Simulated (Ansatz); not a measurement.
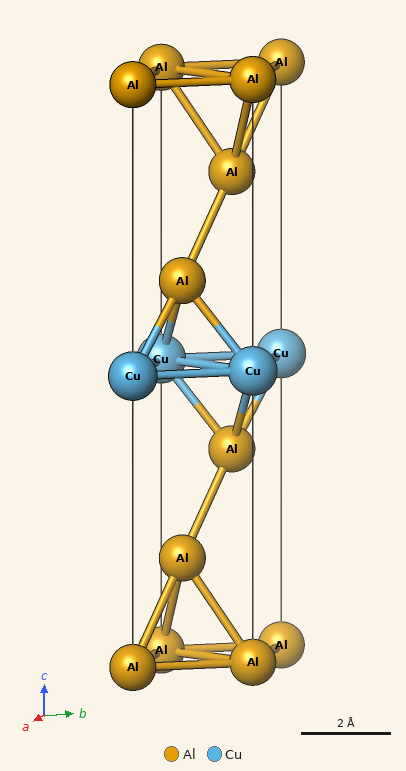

Ball-and-stick drawing of the structure, looking slightly off an axis. The wireframe shows the conventional unit cell. Cell: a = 2.84 Å, b = 2.84 Å, c = 13.37 Å, α = 90.00°, β = 90.00°, γ = 120.00°.

The cell started as a structure type filled with these elements by a generator (whether the compound takes this form wasn't checked). Earlier steps of the study, as a rule a relaxation of our own, may have changed the cell and positions, so they can lie some per cent off the listed ones. A calculation with Ansatz used it as input.

### What can be read from this drawing?

Chemical formula Al₅Cu. The structure has P-3m1 (No. 164) symmetry and a primitive hexagonal lattice. There are 6 atoms in the cell: 5 Al, 1 Cu. Each Cu has six Al and six Cu in a distorted cuboctahedral arrangement (about 2.6 Å to Al, 2.8 Å to Cu). Al takes three kinds of site: 1a with twelve Al in a cuboctahedral arrangement at about 2.8 Å; 2d with twelve Al in a cuboctahedral arrangement at about 2.8 Å; 2d with nine Al and three Cu in a distorted cuboctahedral arrangement (about 2.8 Å to Al, 2.6 Å to Cu). The bonds build a three-dimensional framework.

Run with DFT PBE, scalar-relativistic, plane waves, PAW (Ansatz 0.2.0) and these settings: an energy cutoff of 420 eV, the zone sampled with 18×18×4 points, Gaussian smearing of 0.1 eV, no spin polarisation.

### Does it come out as a metal, or with a gap?

A metal: bands cross the Fermi level.

### How charged are the atoms, by the Bader scheme?

Al -0.03 to +0.46 e; Cu -0.89 e.

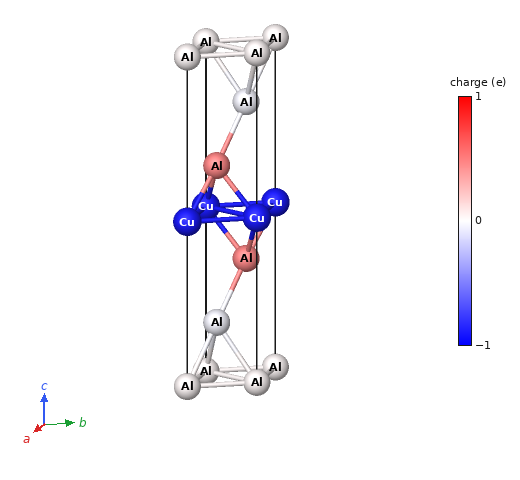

The atoms coloured by those charges. The run's cell of 6 atoms is drawn.

### Does this geometry sit at a stationary point of the energy?

Yes. All forces vanish to within 0.01 eV/Å. The pressure is 0.0 GPa, close to zero.
